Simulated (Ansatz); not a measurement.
**CoSi: density, localisation and related maps**

Input file:

```
crystal:
  lattice:
    - [4.3858255225, 0.0, 0.0]
    - [0.0, 4.3858255225, 0.0]
    - [0.0, 0.0, 4.3858255225]
  atoms:
    - { symbol: Co, position: [0.1456446743, 0.1456446743, 0.1228439497] }
    - { symbol: Co, position: [0.3543553257, 0.8543553257, 0.6228439497] }
    - { symbol: Co, position: [0.6456446743, 0.3543553257, 0.8315546011] }
    - { symbol: Co, position: [0.8543553257, 0.6456446743, 0.3315546011] }
    - { symbol: Si, position: [0.8433288496, 0.8433288496, 0.8433288496] }
    - { symbol: Si, position: [0.6566711504, 0.1566711504, 0.3433288496] }
    - { symbol: Si, position: [0.3433288496, 0.6566711504, 0.1566711504] }
    - { symbol: Si, position: [0.1566711504, 0.3433288496, 0.6566711504] }
basis:
  ecutwfc: 420
kpoints:
  mp_grid: { grid: [10, 10, 10] }
hamiltonian:
  xc: pbesol
scf:
  occupations: { method: gaussian, width: 0.15 }
output:
  forces: true
  stress: true
  eigenvalues: true
  write_density: true
  write_potential: true
  elf: true
  volumetric_format: npy
```

Command:

```sh
ansatz run input.yaml --threads 2 --pin off --max-ram 5120MiB --backend cpu --events-out ev --progress --plain --runs-dir out
```

Below, planes, directions and counts refer to the conventional cell (a = 4.39 Å, b = 4.39 Å, c = 4.39 Å, α = 90.00°, β = 90.00°, γ = 90.00°).

Space group P2₁; changed on purpose from its base cell (all Co atoms moved -0.100 Å, as atom 1 along Cartesian [0 0 1]); not relaxed (largest force 0.9 eV/Å); computed without spin polarisation.

These are results of Ansatz, DFT PBEsol, scalar-relativistic, plane waves, PAW, not measurements.

The density is the valence pseudo-density of a PAW calculation; it isn't the true density close to the nuclei.

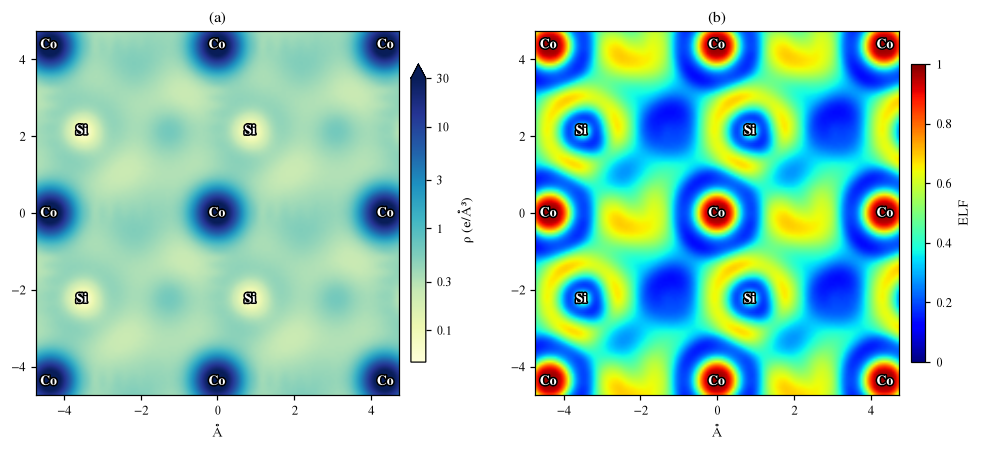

Figure 1. (a) valence pseudo-density; (b) ELF on the (010) plane of the conventional cell.

Q: What do the fields say about this system?

A: The plane passes through Co and Si nuclei.
Atoms just off the plane (Co, 0.9 Å away and Si, 0.8 Å away) can leave unmarked features too.
Co–Si (2.40 Å): the density is about 0.43 e/Å³ at the midpoint; the ELF peaks at about 0.70 in the valence shell of Si, 0.9 Å from its nucleus, and is about 0.50 at the midpoint.
Between the atoms the lowest density in this plane is 0.23 e/Å³.
The features right at Co lie inside the PAW spheres, where the map follows smoothed inner orbitals and isn't to be read closely.

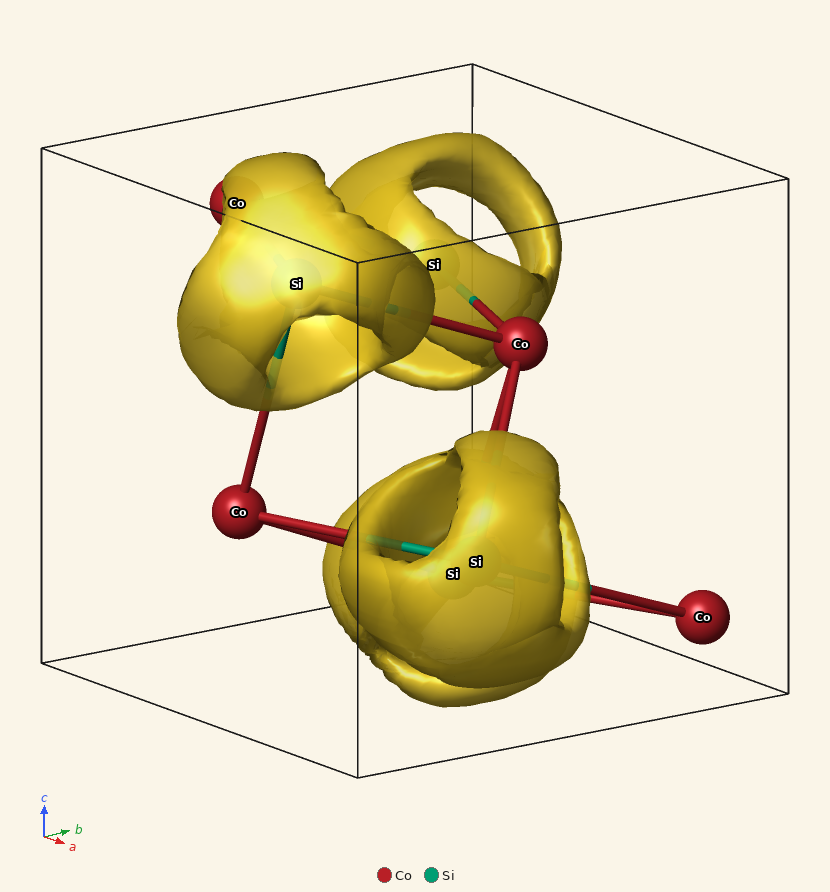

Figure 2. Isosurface of the ELF at 0.6 (yellow), seen at an oblique angle. Core shells and regions of very low density are left out. Sticks mark near contacts.

Q: What do the ELF domains correspond to?

A: The surface consists of four regions wrapped around Si (the valence shell of each), counted in one cell of 8 atoms. Regions shared between cells count once. Along the contacts the grid gives the following. Co–Si (2.22 Å): the ELF peaks at about 0.70 in the valence shell of Si, 0.9 Å from its nucleus, and is about 0.45 at the midpoint. Co–Si (2.28 Å): the ELF peaks at about 0.65 in the valence shell of Si, 0.9 Å from its nucleus, and is about 0.45 at the midpoint.

Q: Does the calculation give a band gap?

A: It is metallic or semimetallic at this level of theory: no gap opens.
